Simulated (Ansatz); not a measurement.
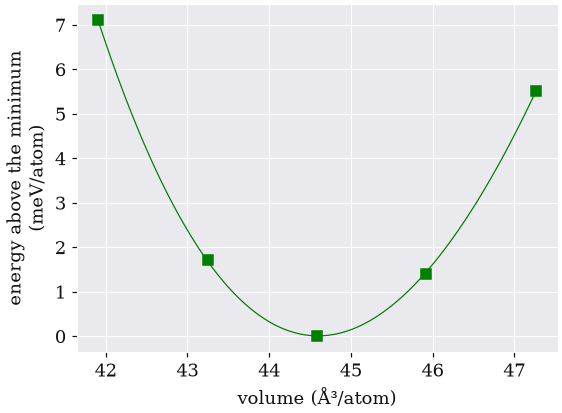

The plot gives the computed energy above the minimum against volume for KI, space group Fm-3m (No. 225).

The given structure:
```xyz
2
Lattice="0.0000 3.5460 3.5460 3.5460 0.0000 3.5460 3.5460 3.5460 0.0000" Properties=species:S:1:pos:R:3 pbc="T T T"
K     0.0000    0.0000    0.0000
I     3.5460    3.5460    3.5460
```

How it was computed, with Ansatz 0.2.0: third-order Birch-Murnaghan fit to density functional energies at scaled volumes of the given relaxed cell, shape and atoms relaxed at each volume; energies count from the fitted minimum; plane waves with PAW datasets, Γ-centred k mesh. Level: r2SCAN, no spin polarisation.

| setting | value |
| --- | --- |
| wave cutoff | 500 eV |
| k mesh | 6×6×6 |
| occupations | Gaussian |
| smearing width | 0.02 eV |

From this curve and the settings, what does the calculation give for the pressure and gap on the k mesh at the same points?

The pressure falls from 0.90 GPa at volume 41.911 Å³/atom to −0.62 GPa at 47.262 Å³/atom, and changes sign near 44.6 Å³/atom. The gap on the k mesh stays open and runs from 4.747 eV at volume 41.911 Å³/atom to 4.441 eV at 47.262 Å³/atom.

| volume (Å³/atom) | pressure (GPa) | gap on the k mesh (eV) |
| --- | --- | --- |
| 41.911 | 0.90 | 4.747 |
| 43.249 | 0.41 | 4.661 |
| 44.586 | 0.00 | 4.582 |
| 45.924 | −0.34 | 4.509 |
| 47.262 | −0.62 | 4.441 |
